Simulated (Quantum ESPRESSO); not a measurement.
# GaAs (zinc blende type): gap and tunnelling decay against the lattice constant, part 3 of 4

How does squeezing or stretching GaAs (zinc blende type) change its quality as a tunnel barrier?

Quantum ESPRESSO 7.5; plane-wave DFT, PBE, GBRV ultrasoft pseudopotentials.

So far. Step 6 (Self-consistent run, a = 5.577 Å): The run needed 12 iterations to bring the estimated error under 1e-09 Ry.

## 7. Complex band structure, a = 5.577 Å

Level of this step: complex band structure by pwcond; plane-wave DFT, PBE, GBRV ultrasoft pseudopotentials (Quantum ESPRESSO).

The input, a2.cbs.in:

```
&inputcond
  outdir = './out'
  prefixl = 'a2.scf'
  band_file = 'a2.cbs'
  ikind = 0
  ewind = 4.0
  epsproj = 1e-05
  nz1 = 7
  energy0 = 3.0
  denergy = -0.1
/
3
  0.00000000 0.00000000 1.00000000
  0.50000000 0.00000000 1.00000000
  0.50000000 0.50000000 1.00000000
41
```

Started as:

```
OMP_NUM_THREADS=1 mpirun -n 4 pwcond.x -in a2.cbs.in > a2.cbs.out
```

The program printed:

```text
[banner, memory and clock lines left out]
Program PWCOND v.7.5 starts
[citation notice left out]

[...]
./out/a2.scf.save/

     IMPORTANT: XC functional enforced from input :
     Exchange-correlation= PBE
                           (   1   4   3   4   0   0   0)
     Any further DFT definition will be discarded
     Please, verify this is what you really want

     Reading collected, re-writing distributed wavefunctions

===== INPUT FILE containing the left lead =====

     GEOMETRY:

     lattice parameter (alat)  =       7.4522  a.u.
[...]
0.3862071   0.0000000   2.9000000
 Left moving states:
   k1(2pi/a)   k2(2pi/a)   E-Ef (eV)
  -0.3862071   0.0000000   2.9000000
[... further energies and points left out ...]
---  E-Ef =   -0.9000000  k =    0.5000000   0.5000000
---  ie =         40  ik =          3
 Nchannels of the left tip =            0
 Right moving states:
   k1(2pi/a)   k2(2pi/a)   E-Ef (eV)
 Left moving states:
   k1(2pi/a)   k2(2pi/a)   E-Ef (eV)

---  E-Ef =   -1.0000000  k =    0.5000000   0.5000000
---  ie =         41  ik =          3
 Nchannels of the left tip =            0
 Right moving states:
   k1(2pi/a)   k2(2pi/a)   E-Ef (eV)
 Left moving states:
   k1(2pi/a)   k2(2pi/a)   E-Ef (eV)

[...]
```

Elapsed: 2.6 min, on 4 MPI ranks of Arm Neoverse V1, shared host; peak memory 0.29 GiB; 11 min of CPU time.

This step gave:

```
peak of the smallest κ at the zone centre : 0.05 Å⁻¹
energy of the peak at the zone centre     : 0.4 eV
```

## 8. Ground state, a = 5.664 Å

The input, a3.scf.in:

```
&control
  prefix = 'a3.scf'
  outdir = './out'
  pseudo_dir = './pseudo'
  calculation = 'scf'
  tprnfor = .true.
/
&system
  ibrav = 0
  nat = 4
  ntyp = 2
  ecutwfc = 40
  ecutrho = 200
  occupations = 'fixed'
  nbnd = 28
/
&electrons
  conv_thr = 1e-09
  mixing_beta = 0.6
  electron_maxstep = 120
/
ATOMIC_SPECIES
  Ga  69.7230  ga_pbe_v1.4.uspp.F.UPF
  As  74.9216  as_pbe_v1.uspp.F.UPF
CELL_PARAMETERS angstrom
  4.00505280864060 0.00000000000000 0.00000000000000
  0.00000000000000 4.00505280864060 0.00000000000000
  0.00000000000000 0.00000000000000 5.66400000000000
ATOMIC_POSITIONS crystal
  Ga  0.000000000000 0.000000000000 0.000000000000
  As  0.500000000000 0.000000000000 0.250000000000
  Ga  0.500000000000 0.500000000000 0.500000000000
  As  0.000000000000 0.500000000000 0.750000000000
K_POINTS automatic
  6 6 6 0 0 0
```

Started as:

```
OMP_NUM_THREADS=1 mpirun -n 4 pw.x -nk 4 -in a3.scf.in > a3.scf.out
```

The program printed:

```text
[banner, memory and clock lines left out]
Program PWSCF v.7.5 starts
[...]
Message from routine setup:
[...]
number of electrons       =        48.00
     number of Kohn-Sham states=           28
     kinetic-energy cutoff     =      40.0000  Ry
     charge density cutoff     =     200.0000  Ry
[...]
number of k points=    40
[...]
Dense  grid:    29221 G-vectors     FFT dimensions: (  36,  36,  50)
[...]
Starting wfcs are   32 randomized atomic wfcs
[...]
estimated scf accuracy    <      12.83358414 Ry
[...]
estimated scf accuracy    <       7.68583563 Ry
[...]
estimated scf accuracy    <       0.52308171 Ry
[...]
estimated scf accuracy    <       0.08980122 Ry
[...]
estimated scf accuracy    <       0.00017669 Ry
[...]
estimated scf accuracy    <       0.00008700 Ry
[...]
estimated scf accuracy    <       0.00003684 Ry
[...]
estimated scf accuracy    <       0.00001134 Ry
[...]
estimated scf accuracy    <       0.00000197 Ry
[...]
estimated scf accuracy    <       0.00000001 Ry
[...]
estimated scf accuracy    <       0.00000001 Ry
[...]
highest occupied, lowest unoccupied level (ev):     7.2208    7.7021
!    total energy              =    -911.32495323 Ry
     estimated scf accuracy    <          6.2E-10 Ry
[...]
one-electron contribution =    -815.41364483 Ry
     hartree contribution      =     423.55407331 Ry
     xc contribution           =    -160.30417684 Ry
     ewald contribution        =    -359.16120487 Ry
     convergence has been achieved in  12 iterations
[...]
Total force =     0.000000     Total SCF correction =     0.000004
[...]
```

Wall time 17 s (4 MPI ranks); peak memory 0.37 GiB.

Numbers from this step:

| Item | Value |
| --- | --- |
| free energy | -12399.2076 eV |
| valence top, on the run's zero | 7.221 eV |
| conduction bottom, on the run's zero | 7.702 eV |
| gap by band count | 0.4813 eV |

## 9. Complex bands with pwcond.x, a = 5.664 Å

a3.cbs.in, as its differences from the input of step 7:

```diff
@@ -2,4 +2,4 @@
   outdir = './out'
-  prefixl = 'a2.scf'
-  band_file = 'a2.cbs'
+  prefixl = 'a3.scf'
+  band_file = 'a3.cbs'
   ikind = 0
```

Started as:

```
OMP_NUM_THREADS=1 mpirun -n 4 pwcond.x -in a3.cbs.in > a3.cbs.out
```

The program printed:

```text
[banner, memory and clock lines left out]
Program PWCOND v.7.5 starts
[citation notice left out]

[...]
./out/a3.scf.save/

     IMPORTANT: XC functional enforced from input :
     Exchange-correlation= PBE
                           (   1   4   3   4   0   0   0)
     Any further DFT definition will be discarded
     Please, verify this is what you really want

     Reading collected, re-writing distributed wavefunctions

===== INPUT FILE containing the left lead =====

     GEOMETRY:

     lattice parameter (alat)  =       7.5685  a.u.
[...]
0.3945445   0.0000000   2.9000000
 Left moving states:
   k1(2pi/a)   k2(2pi/a)   E-Ef (eV)
  -0.3945445   0.0000000   2.9000000
[... further energies and points left out ...]
---  E-Ef =   -0.9000000  k =    0.5000000   0.5000000
---  ie =         40  ik =          3
 Nchannels of the left tip =            0
 Right moving states:
   k1(2pi/a)   k2(2pi/a)   E-Ef (eV)
 Left moving states:
   k1(2pi/a)   k2(2pi/a)   E-Ef (eV)

---  E-Ef =   -1.0000000  k =    0.5000000   0.5000000
---  ie =         41  ik =          3
 Nchannels of the left tip =            0
 Right moving states:
   k1(2pi/a)   k2(2pi/a)   E-Ef (eV)
 Left moving states:
   k1(2pi/a)   k2(2pi/a)   E-Ef (eV)

[...]
```

Wall time 2.9 min (4 MPI ranks); peak memory 0.3 GiB.

Numbers from this step:

```
peak of the smallest κ at the zone centre : 0.03 Å⁻¹
energy of the peak at the zone centre     : 0.2 eV
```

## 10. SCF with pw.x, a = 5.75 Å

a4.scf.in, as its differences from the input of step 8:

```diff
@@ -1,3 +1,3 @@
 &control
-  prefix = 'a3.scf'
+  prefix = 'a4.scf'
   outdir = './out'
@@ -25,5 +25,5 @@
 CELL_PARAMETERS angstrom
-  4.00505280864060 0.00000000000000 0.00000000000000
-  0.00000000000000 4.00505280864060 0.00000000000000
-  0.00000000000000 0.00000000000000 5.66400000000000
+  4.06586399182265 0.00000000000000 0.00000000000000
+  0.00000000000000 4.06586399182265 0.00000000000000
+  0.00000000000000 0.00000000000000 5.75000000000000
 ATOMIC_POSITIONS crystal
```

Started as:

```
OMP_NUM_THREADS=1 mpirun -n 4 pw.x -nk 4 -in a4.scf.in > a4.scf.out
```

The program printed:

```text
[banner, memory and clock lines left out]
Program PWSCF v.7.5 starts
[...]
Message from routine setup:
[...]
number of electrons       =        48.00
     number of Kohn-Sham states=           28
     kinetic-energy cutoff     =      40.0000  Ry
     charge density cutoff     =     200.0000  Ry
[...]
number of k points=    40
[...]
Dense  grid:    30717 G-vectors     FFT dimensions: (  36,  36,  50)
[...]
Starting wfcs are   32 randomized atomic wfcs
[...]
estimated scf accuracy    <      12.69115671 Ry
[...]
estimated scf accuracy    <       7.64350585 Ry
[...]
estimated scf accuracy    <       0.50339042 Ry
[...]
estimated scf accuracy    <       0.08739200 Ry
[...]
estimated scf accuracy    <       0.00018165 Ry
[...]
estimated scf accuracy    <       0.00010175 Ry
[...]
estimated scf accuracy    <       0.00002909 Ry
[...]
estimated scf accuracy    <       0.00001210 Ry
[...]
estimated scf accuracy    <       0.00000133 Ry
[...]
estimated scf accuracy    <       0.00000008 Ry
[...]
estimated scf accuracy    <          5.6E-09 Ry
[...]
estimated scf accuracy    <          1.3E-09 Ry
[...]
highest occupied, lowest unoccupied level (ev):     6.6623    6.8098
!    total energy              =    -911.32798585 Ry
     estimated scf accuracy    <          7.6E-11 Ry
[...]
one-electron contribution =    -824.57945723 Ry
     hartree contribution      =     427.24606868 Ry
     xc contribution           =    -160.20519479 Ry
     ewald contribution        =    -353.78940251 Ry
     convergence has been achieved in  13 iterations
[...]
Total force =     0.000000     Total SCF correction =     0.000001
[...]
```

Wall time 18 s (4 MPI ranks); peak memory 0.37 GiB.

This step gave:

| Item | Value |
| --- | --- |
| free energy | -12399.2489 eV |
| valence top, on the run's zero | 6.662 eV |
| conduction bottom, on the run's zero | 6.810 eV |
| gap by band count | 0.1475 eV |

## 11. Complex bands with pwcond.x, a = 5.75 Å

a4.cbs.in, as its differences from the input of step 9:

```diff
@@ -2,4 +2,4 @@
   outdir = './out'
-  prefixl = 'a3.scf'
-  band_file = 'a3.cbs'
+  prefixl = 'a4.scf'
+  band_file = 'a4.cbs'
   ikind = 0
```

Started as:

```
OMP_NUM_THREADS=1 mpirun -n 4 pwcond.x -in a4.cbs.in > a4.cbs.out
```

The program printed:

```text
[banner, memory and clock lines left out]
Program PWCOND v.7.5 starts
[citation notice left out]

[...]
./out/a4.scf.save/

     IMPORTANT: XC functional enforced from input :
     Exchange-correlation= PBE
                           (   1   4   3   4   0   0   0)
     Any further DFT definition will be discarded
     Please, verify this is what you really want

     Reading collected, re-writing distributed wavefunctions

===== INPUT FILE containing the left lead =====

     GEOMETRY:

     lattice parameter (alat)  =       7.6834  a.u.
[...]
0.4096870   0.0000000   2.9000000
 Left moving states:
   k1(2pi/a)   k2(2pi/a)   E-Ef (eV)
  -0.4096870  -0.0000000   2.9000000
[... further energies and points left out ...]
---  E-Ef =   -0.9000000  k =    0.5000000   0.5000000
---  ie =         40  ik =          3
 Nchannels of the left tip =            0
 Right moving states:
   k1(2pi/a)   k2(2pi/a)   E-Ef (eV)
 Left moving states:
   k1(2pi/a)   k2(2pi/a)   E-Ef (eV)

---  E-Ef =   -1.0000000  k =    0.5000000   0.5000000
---  ie =         41  ik =          3
 Nchannels of the left tip =            0
 Right moving states:
   k1(2pi/a)   k2(2pi/a)   E-Ef (eV)
 Left moving states:
   k1(2pi/a)   k2(2pi/a)   E-Ef (eV)

[...]
```

Wall time 3.4 min (4 MPI ranks); peak memory 0.33 GiB; 13 min of CPU time.

This step gave:

| Quantity | Value |
| --- | --- |
| peak of the smallest κ at the zone centre | 0.009 Å⁻¹ |

K across = (0, 0) in the cell's reciprocal vectors; values within 0.0025 1/Å of each other count once, columns are sorted by size at each energy, a dash where no further value was kept. The Im kz of the slowest decaying states by energy, zero at the highest filled level of the SCF mesh:

```csv
energy (eV),decay 1 (Å⁻¹),decay 2 (Å⁻¹),decay 3 (Å⁻¹)
-1.00,0.76,1.51,1.86
-0.70,0.713,1.49,1.83
-0.40,0.663,1.47,1.80
-0.10,0.609,1.45,1.77
0.00,0.004,0.012,0.59
0.20,0.133,0.549,1.43
0.50,0.197,0.482,1.40
0.80,0.234,0.404,1.38
1.20,0.26,1.35,1.64
1.50,0.269,1.33,1.61
1.80,0.271,1.30,1.58
2.10,0.265,1.28,1.55
2.40,0.253,1.25,1.52
2.70,0.063,0.234,1.23
3.00,0.205,1.20,1.46
```

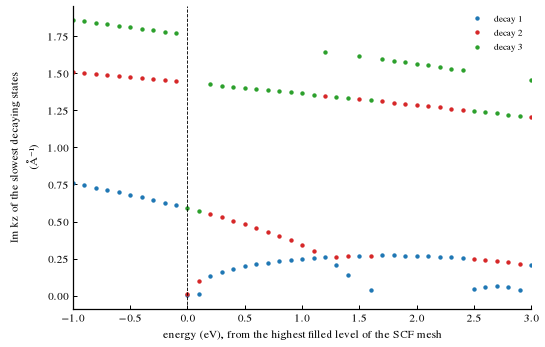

Im kz of the slowest decaying states, plotted against energy.

## 12. SCF with pw.x, a = 5.836 Å

a5.scf.in, as its differences from the input of step 10:

```diff
@@ -1,3 +1,3 @@
 &control
-  prefix = 'a4.scf'
+  prefix = 'a5.scf'
   outdir = './out'
@@ -25,5 +25,5 @@
 CELL_PARAMETERS angstrom
-  4.06586399182265 0.00000000000000 0.00000000000000
-  0.00000000000000 4.06586399182265 0.00000000000000
-  0.00000000000000 0.00000000000000 5.75000000000000
+  4.12667517500469 0.00000000000000 0.00000000000000
+  0.00000000000000 4.12667517500469 0.00000000000000
+  0.00000000000000 0.00000000000000 5.83600000000000
 ATOMIC_POSITIONS crystal
```

Started as:

```
OMP_NUM_THREADS=1 mpirun -n 4 pw.x -nk 4 -in a5.scf.in > a5.scf.out
```

The program printed:

```text
[banner, memory and clock lines left out]
Program PWSCF v.7.5 starts
[...]
Message from routine setup:
[...]
number of electrons       =        48.00
     number of Kohn-Sham states=           28
     kinetic-energy cutoff     =      40.0000  Ry
     charge density cutoff     =     200.0000  Ry
[...]
number of k points=    40
[...]
Dense  grid:    32125 G-vectors     FFT dimensions: (  36,  36,  50)
[...]
Starting wfcs are   32 randomized atomic wfcs
[...]
estimated scf accuracy    <      12.57862944 Ry
[...]
estimated scf accuracy    <       7.64103964 Ry
[...]
estimated scf accuracy    <       0.48713571 Ry
[...]
estimated scf accuracy    <       0.08591751 Ry
[...]
estimated scf accuracy    <       0.00016504 Ry
[...]
estimated scf accuracy    <       0.00011999 Ry
[...]
estimated scf accuracy    <       0.00003382 Ry
[...]
estimated scf accuracy    <       0.00001509 Ry
[...]
estimated scf accuracy    <       0.00000164 Ry
[...]
estimated scf accuracy    <       0.00000009 Ry
[...]
estimated scf accuracy    <          4.6E-09 Ry
[...]
estimated scf accuracy    <          2.5E-09 Ry
[...]
highest occupied, lowest unoccupied level (ev):     6.1371    6.1371
!    total energy              =    -911.32572634 Ry
     estimated scf accuracy    <          1.3E-10 Ry
[...]
one-electron contribution =    -833.50138853 Ry
     hartree contribution      =     430.86367088 Ry
     xc contribution           =    -160.11208950 Ry
     ewald contribution        =    -348.57591919 Ry
     convergence has been achieved in  13 iterations
[...]
Total force =     0.000000     Total SCF correction =     0.000000
[...]
```

It took 19 s on 4 MPI ranks; peak memory 0.38 GiB; 74 s of CPU time.

The run finished, but its numbers are not taken as the system's. The fault: fixed occupations without a gap.

## 13. Complex band structure, a = 5.836 Å

a5.cbs.in, as its differences from the input of step 11:

```diff
@@ -2,4 +2,4 @@
   outdir = './out'
-  prefixl = 'a4.scf'
-  band_file = 'a4.cbs'
+  prefixl = 'a5.scf'
+  band_file = 'a5.cbs'
   ikind = 0
```

Started as:

```
OMP_NUM_THREADS=1 mpirun -n 4 pwcond.x -in a5.cbs.in > a5.cbs.out
```

The program printed:

```text
[banner, memory and clock lines left out]
Program PWCOND v.7.5 starts
[citation notice left out]

[...]
./out/a5.scf.save/

     IMPORTANT: XC functional enforced from input :
     Exchange-correlation= PBE
                           (   1   4   3   4   0   0   0)
     Any further DFT definition will be discarded
     Please, verify this is what you really want

     Reading collected, re-writing distributed wavefunctions

===== INPUT FILE containing the left lead =====

     GEOMETRY:

     lattice parameter (alat)  =       7.7983  a.u.
[...]
-0.4305009  -0.0000000   2.9000000
  -0.4305009  -0.0000000   2.9000000
  -0.4371419   0.0000000   2.9000000
[... further energies and points left out ...]
---  E-Ef =   -0.9000000  k =    0.5000000   0.5000000
---  ie =         40  ik =          3
 Nchannels of the left tip =            0
 Right moving states:
   k1(2pi/a)   k2(2pi/a)   E-Ef (eV)
 Left moving states:
   k1(2pi/a)   k2(2pi/a)   E-Ef (eV)

---  E-Ef =   -1.0000000  k =    0.5000000   0.5000000
---  ie =         41  ik =          3
 Nchannels of the left tip =            0
 Right moving states:
   k1(2pi/a)   k2(2pi/a)   E-Ef (eV)
 Left moving states:
   k1(2pi/a)   k2(2pi/a)   E-Ef (eV)

[...]
```

Elapsed: 4.5 min, on 4 MPI ranks; peak memory 0.35 GiB.

The run finished, but its numbers are not taken as the system's. The fault: fixed occupations without a gap.

## 14. Ground state, a = 5.923 Å

a6.scf.in, as its differences from the input of step 12:

```diff
@@ -1,3 +1,3 @@
 &control
-  prefix = 'a5.scf'
+  prefix = 'a6.scf'
   outdir = './out'
@@ -25,5 +25,5 @@
 CELL_PARAMETERS angstrom
-  4.12667517500469 0.00000000000000 0.00000000000000
-  0.00000000000000 4.12667517500469 0.00000000000000
-  0.00000000000000 0.00000000000000 5.83600000000000
+  4.18819346496792 0.00000000000000 0.00000000000000
+  0.00000000000000 4.18819346496792 0.00000000000000
+  0.00000000000000 0.00000000000000 5.92300000000000
 ATOMIC_POSITIONS crystal
```

Started as:

```
OMP_NUM_THREADS=1 mpirun -n 4 pw.x -nk 4 -in a6.scf.in > a6.scf.out
```

The program printed:

```text
[banner, memory and clock lines left out]
Program PWSCF v.7.5 starts
[...]
Message from routine setup:
[...]
number of electrons       =        48.00
     number of Kohn-Sham states=           28
     kinetic-energy cutoff     =      40.0000  Ry
     charge density cutoff     =     200.0000  Ry
[...]
number of k points=    40
[...]
Dense  grid:    33431 G-vectors     FFT dimensions: (  36,  36,  54)
[...]
Starting wfcs are   32 randomized atomic wfcs
[...]
estimated scf accuracy    <      12.43225291 Ry
[...]
estimated scf accuracy    <       7.59421729 Ry
[...]
estimated scf accuracy    <       0.46863012 Ry
[...]
estimated scf accuracy    <       0.08163049 Ry
[...]
estimated scf accuracy    <       0.00014866 Ry
[...]
estimated scf accuracy    <       0.00018277 Ry
[...]
estimated scf accuracy    <       0.00002575 Ry
[...]
estimated scf accuracy    <       0.00002074 Ry
[...]
estimated scf accuracy    <       0.00000153 Ry
[...]
estimated scf accuracy    <       0.00000012 Ry
[...]
estimated scf accuracy    <       0.00000001 Ry
[...]
estimated scf accuracy    <          3.3E-09 Ry
[...]
highest occupied, lowest unoccupied level (ev):     5.6395    5.6395
!    total energy              =    -911.31889319 Ry
     estimated scf accuracy    <          1.1E-10 Ry
[...]
one-electron contribution =    -842.27555411 Ry
     hartree contribution      =     434.43632038 Ry
     xc contribution           =    -160.02379850 Ry
     ewald contribution        =    -343.45586095 Ry
     convergence has been achieved in  13 iterations
[...]
Total force =     0.000000     Total SCF correction =     0.000001
[...]
```

The job ended after 19 s (4 MPI ranks; peak memory 0.39 GiB; 74 s of CPU time).

The run finished, but its numbers are not taken as the system's. The fault: fixed occupations without a gap.

## 15. Complex band structure, a = 5.923 Å

a6.cbs.in, as its differences from the input of step 13:

```diff
@@ -2,4 +2,4 @@
   outdir = './out'
-  prefixl = 'a5.scf'
-  band_file = 'a5.cbs'
+  prefixl = 'a6.scf'
+  band_file = 'a6.cbs'
   ikind = 0
```

Started as:

```
OMP_NUM_THREADS=1 mpirun -n 4 pwcond.x -in a6.cbs.in > a6.cbs.out
```

The program printed:

```text
[banner, memory and clock lines left out]
Program PWCOND v.7.5 starts
[citation notice left out]

[...]
./out/a6.scf.save/

     IMPORTANT: XC functional enforced from input :
     Exchange-correlation= PBE
                           (   1   4   3   4   0   0   0)
     Any further DFT definition will be discarded
     Please, verify this is what you really want

     Reading collected, re-writing distributed wavefunctions

===== INPUT FILE containing the left lead =====

     GEOMETRY:

     lattice parameter (alat)  =       7.9145  a.u.
[...]
-0.3166916  -0.0000000   2.9000000
 Left moving states:
   k1(2pi/a)   k2(2pi/a)   E-Ef (eV)
   0.3166916  -0.0000000   2.9000000
[... further energies and points left out ...]
---  E-Ef =   -0.9000000  k =    0.5000000   0.5000000
---  ie =         40  ik =          3
 Nchannels of the left tip =            0
 Right moving states:
   k1(2pi/a)   k2(2pi/a)   E-Ef (eV)
 Left moving states:
   k1(2pi/a)   k2(2pi/a)   E-Ef (eV)

---  E-Ef =   -1.0000000  k =    0.5000000   0.5000000
---  ie =         41  ik =          3
 Nchannels of the left tip =            0
 Right moving states:
   k1(2pi/a)   k2(2pi/a)   E-Ef (eV)
 Left moving states:
   k1(2pi/a)   k2(2pi/a)   E-Ef (eV)

[...]
```

The job ended after 3.1 min (4 MPI ranks; peak memory 0.31 GiB; 12 min of CPU time).

The run finished, but its numbers are not taken as the system's. The fault: fixed occupations without a gap.

(Continued in part 4 of 4.)

[Logs are printed without paths, hosts, clocks, repeated set-up lines and the standing remarks that a program may print on its own settings, such as how far it seeks lower states.]

[Hosts, paths, dates, database ids (printed as entryN), source tags and the programs' standing remarks are cut or masked in the printed files.]

[Maps of the electrostatic potential energy from Ansatz leave out the sawtooth potential of an applied field or a dipole correction, so their vacuum need not be flat; planar profiles and work functions include it.]
